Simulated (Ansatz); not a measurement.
Consider Zn18S17 (cell charge +1, with a compensating background) (cell with a defect).

The calculation's input:

```
crystal:
  lattice:
    - [-1.0e-10, -6.6581192391, 6.3046430566]
    - [5.7661004025, 3.3290596195, 6.3046430566]
    - [-5.7661004025, 3.3290596196, 6.3046430566]
  atoms:
    - { symbol: Zn, position: [0.4918971091, 0.1289184426, 0.4596838032], spin: 0.25 }
    - { symbol: Zn, position: [0.1068577989, 0.1134620243, 0.7696448579] }
    - { symbol: Zn, position: [0.4446525216, 0.4443876914, 0.1181500196] }
    - { symbol: Zn, position: [0.7807706402, 0.1088232938, 0.1015409413] }
    - { symbol: Zn, position: [0.1068935732, 0.4362619407, 0.446831085] }
    - { symbol: Zn, position: [0.4446549474, 0.7847514496, 0.7777898395] }
    - { symbol: Zn, position: [0.7799052231, 0.4410691348, 0.7744685361] }
    - { symbol: Zn, position: [0.1114499972, 0.7773006976, 0.1106635979] }
    - { symbol: Zn, position: [0.7807882508, 0.7681603125, 0.4422026338] }
    - { symbol: Zn, position: [0.7033673686, 0.3433433055, 0.4165140246], spin: 0.25 }
    - { symbol: Zn, position: [0.348580739, 0.4204275713, 0.7559305938], spin: 0.25 }
    - { symbol: Zn, position: [0.7189391307, 0.7213078458, 0.0546453941] }
    - { symbol: Zn, position: [0.0480909403, 0.3894986589, 0.0622899243] }
    - { symbol: Zn, position: [0.3961175518, 0.7243586474, 0.3891717487] }
    - { symbol: Zn, position: [0.7015509644, 0.080399388, 0.6747401361], spin: 0.25 }
    - { symbol: Zn, position: [0.0480746272, 0.728935487, 0.7228680924] }
    - { symbol: Zn, position: [0.3961077075, 0.055792987, 0.0577360872] }
    - { symbol: Zn, position: [0.0690570611, 0.0544699168, 0.3878569257] }
    - { symbol: S, position: [0.2314189646, 0.2334396179, 0.9071356711] }
    - { symbol: S, position: [0.5734462512, 0.559332073, 0.2464722184] }
    - { symbol: S, position: [0.9037061715, 0.2276100666, 0.2378431885] }
    - { symbol: S, position: [0.2314230309, 0.5737708313, 0.5668165409] }
    - { symbol: S, position: [0.573435266, 0.9131195743, 0.8926951046] }
    - { symbol: S, position: [0.8998799268, 0.5681468504, 0.9015119223] }
    - { symbol: S, position: [0.2428844764, 0.8995667873, 0.2329468293] }
    - { symbol: S, position: [0.9036832635, 0.904485807, 0.5609890946] }
    - { symbol: S, position: [0.8401664044, 0.5003603889, 0.5108662022] }
    - { symbol: S, position: [0.5125537999, 0.5174169237, 0.8508185127] }
    - { symbol: S, position: [0.8470913443, 0.8442371934, 0.177617464] }
    - { symbol: S, position: [0.1789634642, 0.5128875012, 0.182276763] }
    - { symbol: S, position: [0.519287557, 0.8526733605, 0.5143467912] }
    - { symbol: S, position: [0.8401360541, 0.1774722598, 0.83374163] }
    - { symbol: S, position: [0.1789667424, 0.8489069273, 0.8462524383] }
    - { symbol: S, position: [0.5192746997, 0.1809447178, 0.1860966187] }
    - { symbol: S, position: [0.203708054, 0.1782533969, 0.5116411132] }
  host:
    lattice:
      - [3.844066935, 0.0, 0.0]
      - [-1.9220334675, 3.3290596196, 0.0]
      - [0.0, 0.0, 6.3046430566]
    atoms:
      - { symbol: Zn, position: [0.3333333333, 0.6666666667, 0.0002666738] }
      - { symbol: Zn, position: [0.6666666667, 0.3333333333, 0.5002666738] }
      - { symbol: S, position: [0.3333333333, 0.6666666667, 0.3747333262] }
      - { symbol: S, position: [0.6666666667, 0.3333333333, 0.8747333262] }
total_charge: 1
basis:
  ecutwfc: 420
  xc_grid: 2
kpoints:
  mp_grid: { grid: [2, 2, 2], shift: [0.5, 0.5, 0.5] }
hamiltonian:
  xc: pbe
scf:
  occupations: { method: gaussian, width: 0.01 }
output:
  forces: true
  stress: false
  eigenvalues: true
  populations: true
  charged_corrections:
    defect_position: [0.56935555, 0.23602222, 0.56935555]
    epsilon: [[9.0014, 0.0, 0.0], [0.0, 9.0014, 0.0], [0.0, 0.0, 9.6071]]
  write_density: true
  write_potential: true
  elf: true
  volumetric_format: npy
magnetization:
  spin_polarized: true
relax:
  adjacent_minimum: "off"
  f_tol: 0.025
  max_steps: 45
```

Command:

```sh
ansatz run input.yaml --threads 4 --pin off --max-ram 10240MiB --backend cpu --events-out ev --progress --plain --runs-dir out
```

The fields are those of the run's last geometry, not of the input's.

Spin-polarised.

Method: Ansatz, DFT PBE, scalar-relativistic, plane waves, PAW.

Question: Predict the valence pseudo-density and electron localisation function between the atoms.

Answer: Zn–S (2.32 Å): the density is about 0.53 e/Å³ at the midpoint; the ELF peaks at about 0.90 in the valence shell of S, 0.8 Å from its nucleus, and is about 0.55 at the midpoint.
Zn–S (2.36 Å): ρ at the midpoint is about 0.5 e/Å³; the ELF peaks at about 0.90 in the valence shell of S, 0.8 Å from its nucleus, and is about 0.55 at the midpoint.

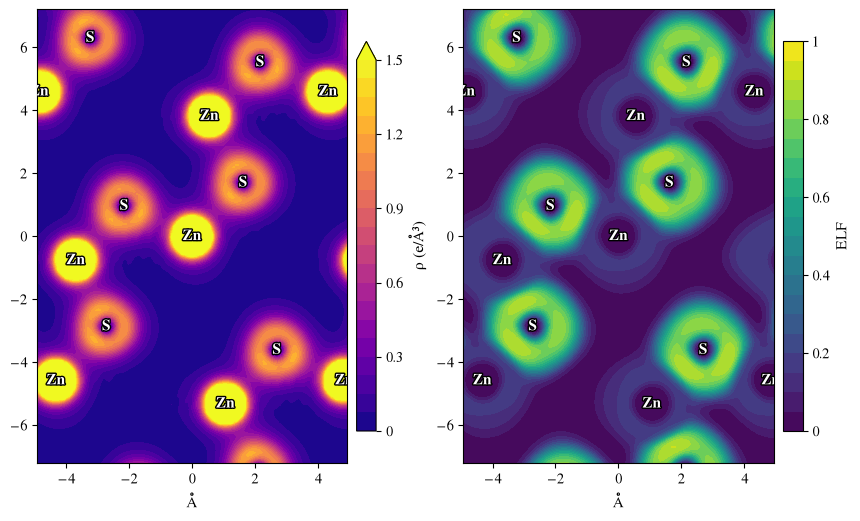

Computed valence pseudo-density and electron localisation function on the (101̄) plane of the calculation cell, in this order. 
